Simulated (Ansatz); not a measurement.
## Single-point calculation of C

C (P1, 8 atoms in the cell), computed with DFT LDA, scalar-relativistic, plane waves, PAW, no spin polarisation (Ansatz 0.2.0).

The structure derives from an entry of the Crystallography Open Database. It belongs to a series of runs on one base structure; here: all atoms moved at random (sigma 0.03 A a component). Figures and captions count atoms from 1; the log counts them from 0 in places.

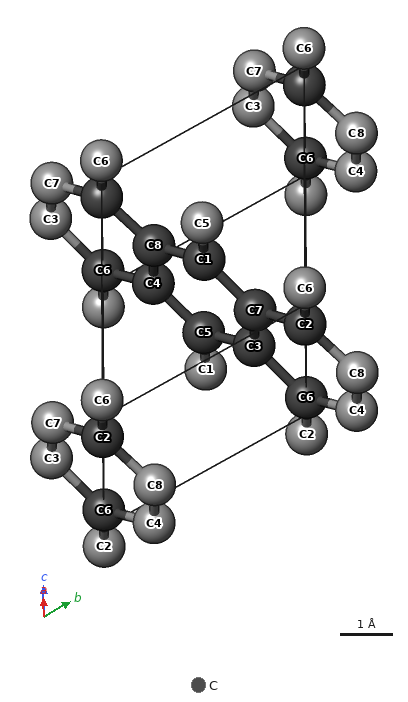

The input geometry (ball-and-stick view of the cell of the calculation, seen at an oblique angle; neighbours outside the cell are drawn fainter; atoms are numbered from 1 in the order of the input). An atom can appear more than once, as a periodic image.

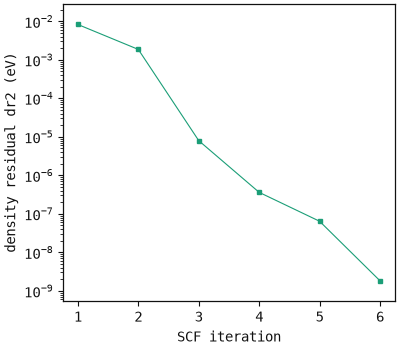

Convergence of the self-consistent field: density residual dr2 against the SCF iteration. The residual falls at every step.

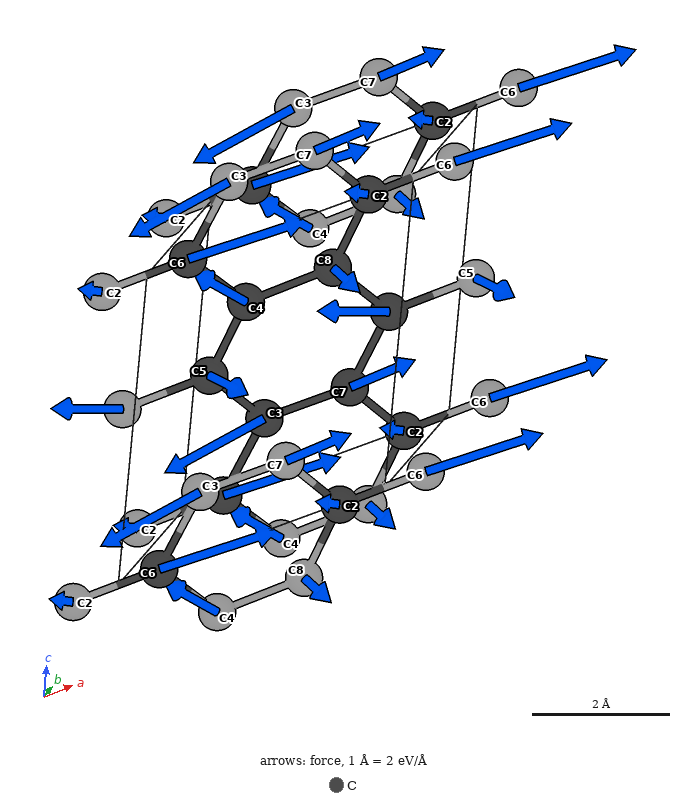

Forces on the atoms as blue arrows (ball-and-stick view of the cell of the calculation, seen slightly off an axis; neighbours outside the cell are drawn fainter; atoms are numbered from 1 in the order of the input). The largest act on C6 (3.66 eV/Å); C3 (3.36 eV/Å); C1 (2.29 eV/Å); C7 (2.11 eV/Å), among others. The geometry is not a stationary point of this energy.

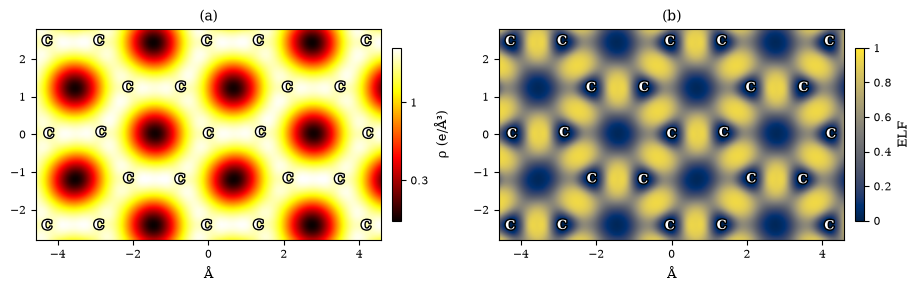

(a) valence charge density (pseudo); (b) ELF on the (011) plane of the conventional cell. C–C (1.45 Å): the density is about 1.9 e/Å³ at the midpoint; the ELF peaks at about 0.95 between the atoms, as expected for localised, shared-pair bonding. Away from the nuclei the density in this plane falls to 0.16 e/Å³ at its lowest. Core electrons are frozen (PAW), so the fields are smoothed inside the atomic spheres.

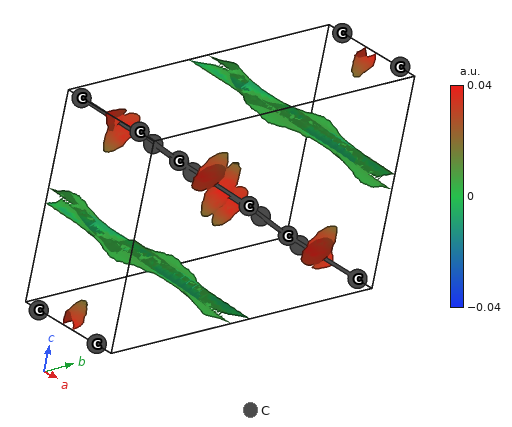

Non-covalent interaction (NCI) plot: the surface where the reduced density gradient is 0.5, for densities under 0.05 a.u., coloured by sign(λ₂)ρ; seen slightly off an axis. The outline is the cell set on symmetry axes. Sheets between layers or molecules: weak, van der Waals-like contact (green)

The input that produced these results follows, with the program's output.

### Input
```yaml
crystal:
  lattice:
    - [0.0, -4.2333014983, 0.0]
    - [-2.4455693354, -2.1166507492, -3.3597492418]
    - [2.4455693354, -2.1166507492, -3.3597492418]
  atoms:
    - { symbol: C, position: [0.8413944565, 0.5031075874, 0.4963441352] }
    - { symbol: C, position: [0.8316576364, -0.0005375409, -0.0028289209] }
    - { symbol: C, position: [0.3421416166, 0.7447521619, 0.2521650195] }
    - { symbol: C, position: [0.3386463079, 0.2492597043, 0.7460525611] }
    - { symbol: C, position: [0.1685076431, 0.4957280325, 0.5032980093] }
    - { symbol: C, position: [0.1536007007, 0.0002944707, 0.001748916] }
    - { symbol: C, position: [0.6613149955, 0.75260393, 0.2499250807] }
    - { symbol: C, position: [0.6627366433, 0.2547916541, 0.7532951991] }
basis:
  ecutwfc: 420
kpoints:
  mp_grid: { grid: [10, 10, 10] }
hamiltonian:
  xc: lda
scf:
  occupations: { method: gaussian, width: 0.03 }
output:
  forces: true
  stress: true
  eigenvalues: true
  write_density: true
  write_potential: true
  elf: true
  volumetric_format: npy
```

Launch command:
```bash
ansatz run input.yaml --threads 1 --pin off --max-ram 2560MiB --backend cpu --events-out ev --progress --plain --runs-dir out
```

### Output
```
Engine: ansatz 0.2.0, aarch64-unknown-linux-gnu
Pseudopotentials: kind: paw
Pseudopotential: C, paw, valence charge 4, recommended cutoff 420 eV (normal), C.paw.azcp
Functional definition: SPW92
  exchange = slater_x
  correlation = pw_c
Crystal: 8 atoms, lattice volume = 69.566 Å³
Basis set: ecut = 420 eV, 1353 PW (Γ)
Bands: 24, of which v1, the nominal top of the filled ones, is band 16 counted from 1 (15 counted from 0)
Symmetry: 1 space group operations
Space group: P1 (ITA 1), of the structure as read, at distance tolerance 4.1e-5 Å
k-points: 504 of 1000 (time reversal used)
Non-local potential: C, projectors of the file, l = 0: 2, l = 1: 2, l = 2: 1
PAW form: soft (Blöchl's): semilocal exchange-correlation on the pseudo side does not see the compensation charge
PAW frozen core: C, regenerated for the run's functional, and the local potential with it (the file was generated under x = pbe(κ = 0.804, μ = 0.2195149727645171), c = pbe(β = 0.06672455060314922))
PAW one-centre angular grid: C, 110 points (default); XC on 64 Gauss nodes
Initial density: superposition of atomic densities (neutral atoms: chi_scale 0, normalization atom), corrected by the library's trained network
Initial wavefunctions: pseudopotential atomic-orbital guess
Functional: x = slater, c = lda
SCF iter   1: F=—  HF=-1943.608973 eV  |F-HF|=—  |Δ(HF+E_count)|=         —  Δρ=5.88e-3  dr2=8.26e-3  ethr=1.77e-3  ⟨swp⟩=6.5  Hψ=59317  notcnv=0  defer=46
preconditioner: auto → none  [insulator: Δε(μ)=0.083 eV  Ē_g=15.546 eV  σ=0.030 eV  W_gap=0.59  n_scr=14 (ndim 8)  ℏωp=25.2 eV  f_vac=0.005  D(μ)=0.22/eV (n_scr^D=0)  ε∞_Penn≈3.6]
SCF iter   2: F=—  HF=-1943.607936 eV  |F-HF|=—  |Δ(HF+E_count)|=   1.04e-3  Δρ=2.81e-3  dr2=1.86e-3  ethr=2.58e-5  ⟨swp⟩=2.2  Hψ=20898  notcnv=0  defer=688
SCF iter   3: F=—  HF=-1943.607592 eV  |F-HF|=—  |Δ(HF+E_count)|=   3.44e-4  Δρ=1.10e-4  dr2=7.95e-6  ethr=5.81e-6  ⟨swp⟩=1.5  Hψ=11707  notcnv=0  defer=688
SCF iter   4: F=—  HF=-1943.607591 eV  |F-HF|=—  |Δ(HF+E_count)|=   7.02e-7  Δρ=3.21e-5  dr2=3.61e-7  ethr=2.48e-8  ⟨swp⟩=2.0  Hψ=18606  notcnv=0  defer=688
iter 5 did not close the SCF: its close was put off for the readings that it lacked (scf_convergence_deferred on its scf_iter line)
SCF iter   5: F=-1943.607591 eV  HF=-1943.607591 eV  |F-HF|=4.71e-8  |Δ(HF+E_count)|=   5.68e-8  Δρ=1.09e-5  dr2=6.41e-8  ethr=1.13e-9  ⟨swp⟩=2.0  Hψ=18624  notcnv=0  defer=688
SCF iter   6: F=-1943.607591 eV  HF=-1943.607591 eV  |F-HF|=8.55e-10  |Δ(HF+E_count)|=   2.78e-8  Δρ=2.19e-6  dr2=1.82e-9  ethr=2.00e-10  ⟨swp⟩=11.8  Hψ=87206  notcnv=0
SCF 1 converged in 6 iterations: F = -1943.607591 eV  dr2 = 1.82e-9
  greatest PAW one-centre occupation: 0.677 electrons in one spin orbital (limit 2), on the C atom at site 1 (counted from 0), in its partial waves of l = 0
SCF converged after 6 iterations
Free energy (F): -1943.607591 eV
Harris-Foulkes:  -1943.607591 eV  (|F-HF|=8.55e-10)
Internal energy: -1943.607492 eV  (E = F + TS)
E sigma→0 (E₀):  -1943.607542 eV
Entropy (-TS):   -0.000099 eV (-0.012 meV/atom)
Fermi energy:    6.927177 eV
--- Per-component energies (eV) ---
  E_band       = -72.609958
  E_kinetic    = 732.632168
  E_local      = -1246.459366  (includes V_loc(G=0)·N_el)
  E_nonlocal   = 228.828218
  E_hartree    = 374.377555
  E_xc         = -381.444001
  E_vxc        = -474.291828  (∫ρ·V_xc dr)
  E_paw        = -735.755311  (= ΣΔE_a)
  E_vpaw       = -62.073285  (= ΣTr[D̂ρ^β])
  E_aug_tail   = 0.000079  (compensation charges beyond the density's cutoff)
  E_ewald      = -916.289495
  E_core_change = 0.502660  (= ΣΔE_core)
  E_smearing   = -0.000099  (= −TS)
  E_closure    = 0.000000  (closes the sum)
  Σ components = -1943.607591   (vs F -1943.607591, Δ=0.00e0)
--- Forces (eV/Å), atoms counted from 1 ---
  atom   1  C      0.82123377     2.12324793    -0.24040960
  atom   2  C      0.07020612     0.62710991    -0.41015097
  atom   3  C     -0.96471117     3.21284775    -0.24541961
  atom   4  C      1.48649548     1.35153111    -0.45634400
  atom   5  C     -1.20117931    -1.06873785     0.13827710
  atom   6  C      0.17574057    -3.63684639     0.34705582
  atom   7  C      0.43053918    -2.04708908     0.28233605
  atom   8  C     -0.81832306    -0.56206315     0.58465287
  max |Σ_I F_I| component: 2.35e-6 eV/Å
--- Stress (GPa, compression-positive) ---
       -2.458868      -0.838684       0.068298
       -0.838684       5.177084       0.244922
        0.068298       0.244922      -0.055344
  P = ⅓ Tr σ = 0.8876 GPa (8.876 kbar)
--- Band table (eV; the first three rows and the last of 504) ---
  k-point 0: bands = ["-12.7717", "-8.2134", "-8.1761", "-6.9372", "-6.5836", "-3.4053", "-3.3770", "-2.4673", "-2.4623", "0.1355", "0.5988", "3.2478", "3.2878", "3.4151", "4.0222", "4.3923", "7.3939", "10.4970", "10.5800", "10.7197", "14.4431", "14.7272", "15.9497", "18.0576"]
  k-point 1: bands = ["-12.7194", "-8.9711", "-7.4140", "-6.8793", "-6.5471", "-4.1006", "-3.1258", "-2.5970", "-1.7411", "0.1250", "0.4009", "2.4007", "3.3193", "4.0363", "4.1950", "4.3225", "7.4356", "9.6164", "10.8242", "11.5280", "14.7063", "14.7639", "16.1486", "17.5126"]
  k-point 2: bands = ["-12.5632", "-9.7019", "-6.9190", "-6.5336", "-6.3867", "-4.7331", "-3.6446", "-1.7578", "-0.9703", "-0.1427", "0.1059", "1.6610", "3.0473", "3.6894", "4.3299", "5.2922", "7.5433", "8.6690", "11.3440", "12.4689", "14.8488", "15.4616", "16.6219", "16.9919"]
  k-point 503: bands = ["-11.2071", "-11.0960", "-7.3221", "-7.2764", "-6.3306", "-6.2549", "-0.7666", "-0.6540", "0.2971", "0.3594", "0.7644", "0.8677", "1.9442", "2.2754", "4.3214", "4.3986", "8.5195", "8.6498", "13.9192", "14.0598", "14.3658", "14.4942", "14.9089", "15.0610"]
```

### Key numbers

```csv
quantity,value
outcome,converged
space group (tolerance 0.01 Å),P1 (1)
electrons treated,32
free energy,−1943.6076 eV
Fermi energy,6.927 eV
gap on the k-point mesh,none (metallic)
pressure,0.89 GPa
largest force (length of the vector),3.658 eV/Å
hardware,"1 thread of Arm Neoverse V2, 128 GiB of memory available, shared host"
wall time,99 s
peak memory,0.83 GiB
```
